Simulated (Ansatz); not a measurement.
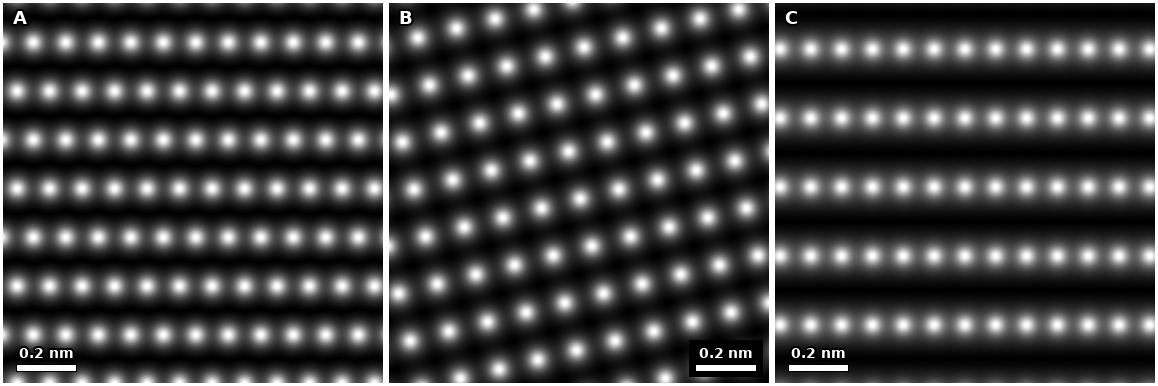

Three views of Co (Pm-3m, No. 221) along different zone axes. Computed as the sum of neutral-atom potentials (tabulated electron scattering factors, B = 0.5 Å²) projected along the beam and smoothed by 0.25 Å; brighter is more positive. The display is stretched by a gamma of 0.7; percentages refer to the linear signal. Model: the input geometry of a calculation; the starting structure was generated, so it need not be a known form of this composition.

```cif
data_structure
_symmetry_space_group_name_H-M 'P 1'
_symmetry_Int_Tables_number 1
_cell_length_a 2.3585
_cell_length_b 2.3585
_cell_length_c 2.3585
_cell_angle_alpha 90.000
_cell_angle_beta 90.000
_cell_angle_gamma 90.000
_cell_volume 13.12
loop_
_atom_site_label
_atom_site_type_symbol
_atom_site_fract_x
_atom_site_fract_y
_atom_site_fract_z
_atom_site_occupancy
Co1 Co 0.00000 0.00000 0.00000 1
```

Match the panels to the zone axes [210], [211] and [221].

Answer. A is [221]: projected cell 1.11 × 1.76 Å, 108°, plane group c2mm. B is [211]: projected cell 1.36 × 1.67 Å, 90°. C is [210]: projected cell 1.05 × 2.36 Å, 90°, plane group p2mm.
